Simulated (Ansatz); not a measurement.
**BN: 5 runs along one coordinate**

System: BN (P-6m2, 4 atoms in the cell).
Method: DFT PBEsol, scalar-relativistic, plane waves, PAW, no spin polarisation (Ansatz 0.2.0).

The 5 runs differ only in the geometry, by a strain of the cell at fixed fractional positions. Against run 3, the strain is εzz = η. The structure derives from an entry of the Crystallography Open Database.

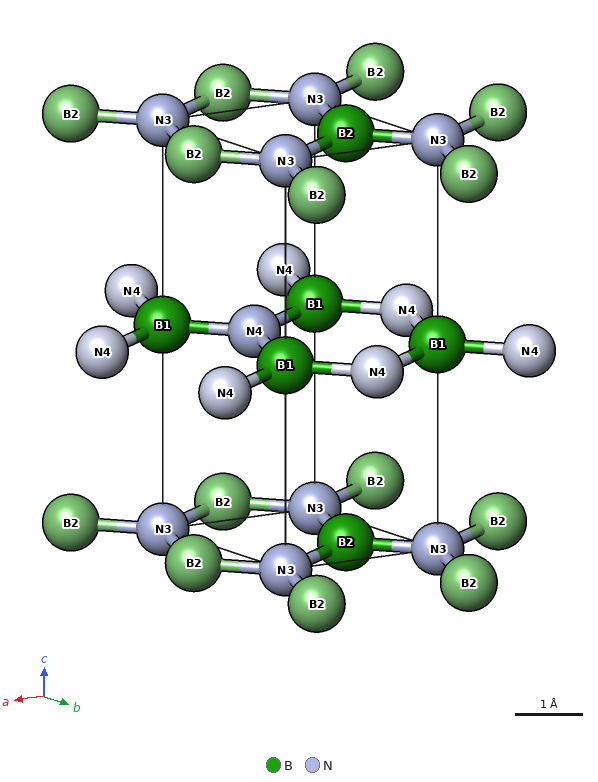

Figure 1. The structure of run 3 (ball-and-stick view of the cell of the calculation, seen at an oblique angle; neighbours outside the cell are drawn fainter; atoms are numbered from 1 in the order of the input).

**Input of run 3**
```yaml
crystal:
  lattice:
    - [2.4346984193, 0.0, 0.0]
    - [-1.2173492096, 2.1085106816, 0.0]
    - [0.0, 0.0, 6.69]
  atoms:
    - { symbol: B, position: [0.0, 0.0, 0.5] }
    - { symbol: B, position: [0.3333333333, 0.6666666667, 0.0] }
    - { symbol: "N", position: [0.0, 0.0, 0.0] }
    - { symbol: "N", position: [0.6666666667, 0.3333333333, 0.5] }
basis:
  ecutwfc: 420
kpoints:
  mp_grid: { grid: [12, 12, 4] }
hamiltonian:
  xc: pbesol
scf:
  occupations: { method: gaussian, width: 0.05 }
output:
  forces: true
  stress: true
  eigenvalues: true
```

Command:
```bash
ansatz run input.yaml --threads 1 --pin off --max-ram 1228MiB --backend cpu --events-out ev --progress --plain --runs-dir out
```

Lattice vectors (Å) and fractional positions of run 3:
```
   2.434698    0.000000    0.000000
  -1.217349    2.108511    0.000000
   0.000000    0.000000    6.690000
B   0.000000  0.000000  0.500000
B   0.333333  0.666667  0.000000
N   0.000000  0.000000  0.000000
N   0.666667  0.333333  0.500000
```

Run 4 differs from it as follows:
```diff
-    - [0.0, 0.0, 6.69]
+    - [0.0, 0.0, 6.79035]
```

**Results, with one run withheld**

| run | strain parameter η (%) | free energy per atom, from the lowest run given (meV) | pressure (GPa) | gap on the mesh (eV) |
| --- | --- | --- | --- | --- |
| 1 | −3.0000 | 2.33 | 23.98 | 4.40 |
| 2 | −1.5000 | 1.34 | 23.48 | 4.42 |
| 3 | 0.0000 | 0.65 | 23.01 | 4.43 |
| 4 | 1.5000 | ? | ? | ? |
| 5 | 3.0000 | 0.00 | 22.19 | 4.47 |

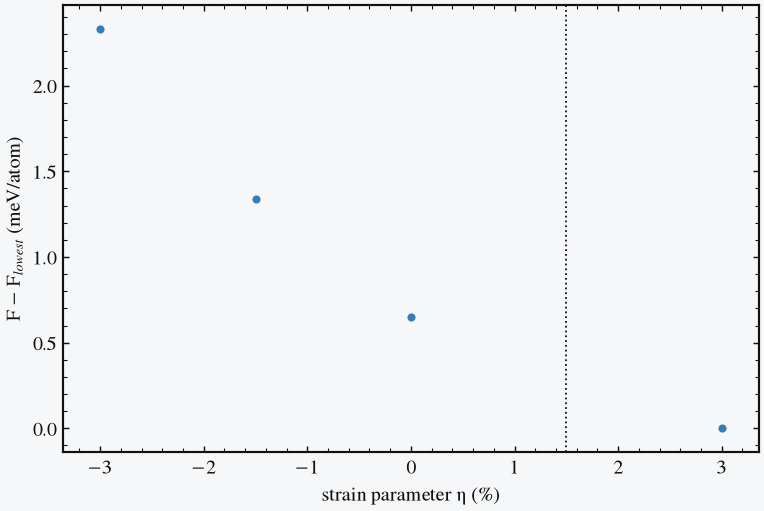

Figure 2. Free energy per atom of the runs given; the dotted line marks run 4.

Estimate the energy of run 4 from the others.

A quadratic polynomial in the coordinate, fitted to the 4 runs given, misses them by at most 0.01 meV per atom. With x = η + 0.3750, it reads F = 0.79413 − 0.43086 x + 0.058081 x² (meV per atom). At run 4 it gives 0.19 meV per atom, and the run itself gives 0.21. The fit has no minimum inside this range. The gap on the mesh goes, without turning, from 4.40 eV in run 1 to 4.47 eV in run 5; run 4 has 4.45 eV. These are gaps of this functional on this mesh, which can miss the band edges; they aren't the measured gap.

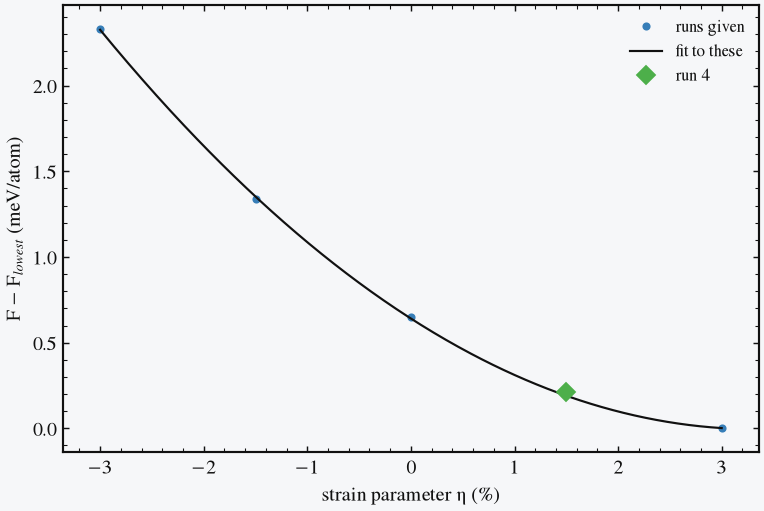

Figure 3. The fit and the withheld run.

**Output, shortened to warnings, some set-up lines, iterations and results (run 4)**
```
Basis set: ecut = 420 eV, 653 PW (Γ), exchange–correlation on 36×36×96 points (8 copies of the dense FFT grid, shifted against one another)
Symmetry: 12 space group operations
k-points: 57 of 576 (time reversal used)
Initial density: superposition of atomic densities (neutral atoms: chi_scale 0, normalization atom), corrected by the library's trained network
[...]
SCF iter   1: F=—  HF=-1067.362969 eV  |F-HF|=—  |Δ(HF+E_count)|=         —  Δρ=8.56e-3  dr2=2.42e-2  ethr=1.77e-3  ⟨swp⟩=6.4  Hψ=4257  notcnv=0
SCF iter   2: F=—  HF=-1067.356498 eV  |F-HF|=—  |Δ(HF+E_count)|=   6.47e-3  Δρ=2.87e-3  dr2=1.85e-3  ethr=1.51e-4  ⟨swp⟩=2.6  Hψ=1746  notcnv=0
SCF iter   3: F=—  HF=-1067.356105 eV  |F-HF|=—  |Δ(HF+E_count)|=   3.93e-4  Δρ=7.52e-4  dr2=1.17e-4  ethr=1.15e-5  ⟨swp⟩=2.3  Hψ=1137  notcnv=0
SCF iter   4: F=—  HF=-1067.356196 eV  |F-HF|=—  |Δ(HF+E_count)|=   9.11e-5  Δρ=1.54e-4  dr2=2.35e-6  ethr=7.32e-7  ⟨swp⟩=2.6  Hψ=1122  notcnv=0
SCF iter   5: F=—  HF=-1067.356239 eV  |F-HF|=—  |Δ(HF+E_count)|=   4.35e-5  Δρ=3.57e-5  dr2=3.14e-7  ethr=1.47e-8  ⟨swp⟩=2.0  Hψ=1129  notcnv=0
SCF iter   6: F=-1067.356239 eV  HF=-1067.356239 eV  |F-HF|=5.11e-9  |Δ(HF+E_count)|=   3.64e-8  Δρ=8.14e-6  dr2=1.40e-8  ethr=6.25e-10  ⟨swp⟩=5.7  Hψ=3282  notcnv=0
SCF 1 converged in 6 iterations: F = -1067.356239 eV  dr2 = 1.40e-8
SCF converged after 6 iterations
Free energy (F): -1067.356239 eV
Harris-Foulkes:  -1067.356239 eV  (|F-HF|=5.11e-9)
Internal energy: -1067.356239 eV  (E = F + TS)
E sigma→0 (E₀):  -1067.356239 eV
Fermi energy:    7.192281 eV
--- Per-component energies (eV) ---
  E_band       = -38.330853
  E_kinetic    = 374.276545
  E_local      = -733.813391  (includes V_loc(G=0)·N_el)
  E_nonlocal   = 118.074031
  E_hartree    = 240.158025
  E_xc         = -184.531733
  E_vxc        = -230.024198  (∫ρ·V_xc dr)
  E_paw        = -398.940070  (= ΣΔE_a)
  E_vpaw       = -47.157429  (= ΣTr[D̂ρ^β])
  E_aug_tail   = 0.000191  (compensation charges beyond the density's cutoff)
  E_ewald      = -482.665457
  E_core_change = 0.085620  (= ΣΔE_core)
  E_smearing   = -0.000000  (= −TS)
  E_closure    = -0.000000  (closes the sum)
  Σ components = -1067.356239   (vs F -1067.356239, Δ=0.00e0)
--- Forces (eV/Å), atoms counted from 1 ---
  atom   1  B     -0.00000000    -0.00000000     0.00000000
  atom   2  B      0.00000000     0.00000000     0.00000000
  atom   3  N     -0.00000000     0.00000000     0.00000000
  atom   4  N      0.00000000     0.00000000     0.00000000
  max |Σ_I F_I| component: 2.45e-16 eV/Å
--- Stress (GPa, compression-positive) ---
       33.676347      -0.000000       0.000000
       -0.000000      33.676347       0.000000
        0.000000       0.000000       0.413894
  P = ⅓ Tr σ = 22.5889 GPa (225.889 kbar)
```
